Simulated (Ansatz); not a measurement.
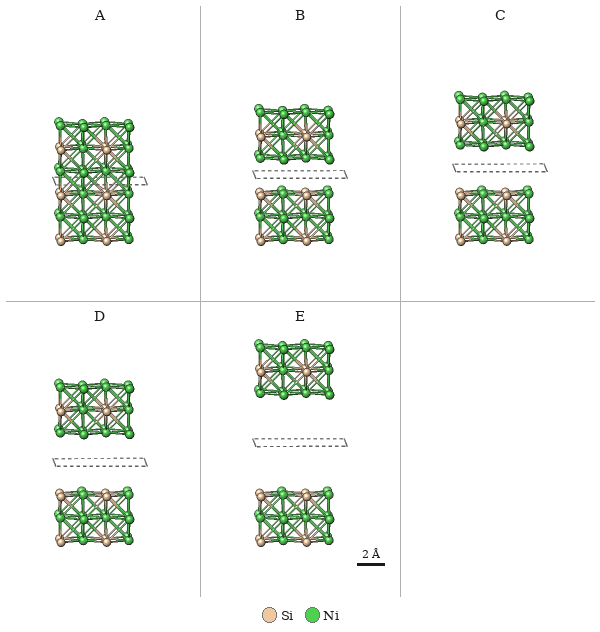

A scan of solid SiNi3 (Pm-3m) along one coordinate. Style: ball-and-stick. Shown: the layers on both sides of the dashed plane, from the side, nearly along that plane.

The calculation used DFT PBEsol, scalar-relativistic, plane waves, PAW in Ansatz 0.2.0. Set-up: plane-wave cutoff 420 eV; k-point mesh 13 × 13 × 5; occupations gaussian; smearing width 0.15 eV; no spin polarisation. Energies (free energies at the smearing named) are counted from the relaxed crystal.

Q: Which coordinate changes from frame to frame?

A: The crystal is pulled apart rigidly along the normal of the (1 0 0) plane of the conventional cell, at a cut between a plane of Ni/Si below and one of Ni above, 1.73 Å apart. In the frames the opening is 0.00 Å (A), 1.00 Å (B), 2.00 Å (C), 3.00 Å (D), 6.00 Å (E). One cut stands in each cell, which starts 10.4 Å high; nothing is relaxed, and the dashed outline marks the cut. Their energies are 0.00 J/m², 3.16 J/m², 5.15 J/m², 5.65 J/m², 5.75 J/m².
